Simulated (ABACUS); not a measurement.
# Energy of TiAl along an even scaling of the cell

System: TiAl (Pm-3m, 2 atoms in the cell).
Method: Kohn-Sham DFT of a periodic cell, PBE, PseudoDojo NC SR 0.4.1 PBE standard, no spin polarisation (ABACUS 3.10.1).

The 7 runs differ only in the geometry, by an even scaling of the cell at fixed fractional positions. The structure derives from a Materials Project entry.

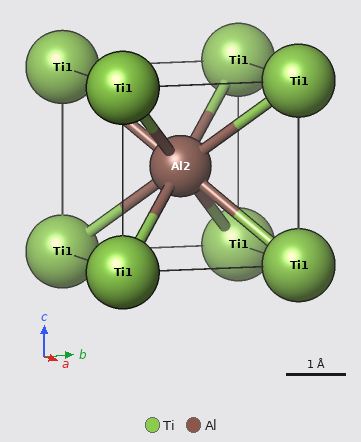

Figure 1. The structure of run 4 (ball-and-stick view of the cell of the calculation, seen slightly off an axis; atoms are numbered from 1 in the order of the input).

## Input file of run 4
```
INPUT_PARAMETERS
suffix              TiAl
calculation         scf
basis_type          pw
pseudo_dir          ./
symmetry            1
dft_functional      pbe
ecutwfc             84
pseudo_rcut         10
nspin               1
nbands              12
ks_solver           dav
smearing_method     fd
smearing_sigma      0.00367493
scf_thr             1e-08
scf_nmax            100
mixing_type         broyden
mixing_beta         0.7
cal_force           1
cal_stress          1
kpar                4
```

## File STRU of run 4
```
ATOMIC_SPECIES
Ti 47.8670 Ti.upf
Al 26.9815 Al.upf

LATTICE_CONSTANT
1.8897261246

LATTICE_VECTORS
3.1790640000 0.0000000000 0.0000000000
0.0000000000 3.1790640000 0.0000000000
0.0000000000 0.0000000000 3.1790640000

ATOMIC_POSITIONS
Direct

Ti
0.0
1
0.0000000000 0.0000000000 0.0000000000 1 1 1

Al
0.0
1
0.5000000000 0.5000000000 0.5000000000 1 1 1
```

## File KPT of run 4
```
K_POINTS
0
Gamma
8 8 8 0 0 0
```

Command:
```bash
OMP_NUM_THREADS=1 mpirun -np 4 abacus > log
```

Run 6 differs from it as follows:
```diff
-3.1790640000 0.0000000000 0.0000000000
-0.0000000000 3.1790640000 0.0000000000
-0.0000000000 0.0000000000 3.1790640000
+3.2208985869 0.0000000000 0.0000000000
+0.0000000000 3.2208985869 0.0000000000
+0.0000000000 0.0000000000 3.2208985869
```

## Results, with one run withheld

| run | volume per atom (Å³) | free energy per atom, from the lowest run given (meV) | pressure (GPa) |
| --- | --- | --- | --- |
| 1 | 15.101 | 27.68 | 8.79 |
| 2 | 15.422 | 13.02 | 5.85 |
| 3 | 15.743 | 3.97 | 3.19 |
| 4 | 16.065 | 0.00 | 0.78 |
| 5 | 16.386 | 0.63 | −1.40 |
| 6 | 16.707 | ? | ? |
| 7 | 17.028 | 14.00 | −5.17 |

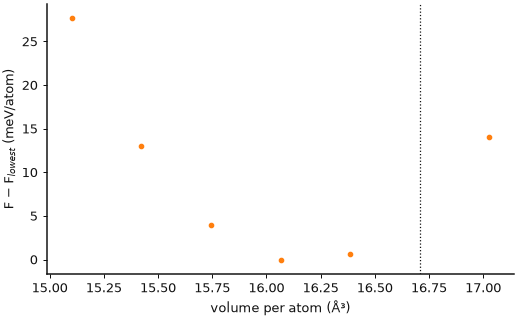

Figure 2. Free energy per atom of the runs given; the dotted line marks run 6.

Estimate the energy of run 6 from the others.

A cubic polynomial in V^(−2/3) (the Birch–Murnaghan form), fitted to the 6 runs given, misses them by under 0.01 meV per atom. With x = V^(−2/3) − 0.15791 Å⁻², it reads F = 1.005 + 1632.7 x + 5.1825e+05 x² − 10079 x³ (meV per atom). At run 6 it gives 5.43 meV per atom, and the run itself gives 5.43. The slope of the fit gives a pressure −dF/dV of −3.37 GPa there, and the run prints −3.38 GPa. The fit has its minimum at 16.178 Å³ per atom, where V d²F/dV² gives 112 GPa: the bulk modulus at this level, since symmetry fixes the shape and the positions.

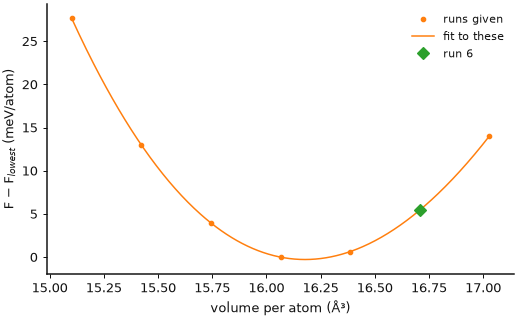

Figure 3. The fit and the withheld run.

## Some lines of the output (run 6)
```
[...]
                          Volume (Bohr^3) = 225.49
                             Volume (A^3) = 33.4142
 E_Fermi        0.8257634374         11.2350879484
 E_Fermi        0.7815399678         10.6333967770
 E_Fermi        0.8116948929         11.0436755810
 E_Fermi        0.8045890279         10.9469953281
 E_Fermi        0.8042995931         10.9430573653
 E_Fermi        0.8046057244         10.9472224950
 E_KS(sigma->0) -123.3833335459      -1678.7163744584
 E_Fermi        0.8045125406         10.9459546643
 final etot is -1678.7284649 eV
 EFERMI = 10.945954664 eV
 TOTAL-PRESSURE: -33.796447 KBAR
 !FINAL_ETOT_IS -1678.7284649328842079 eV
```
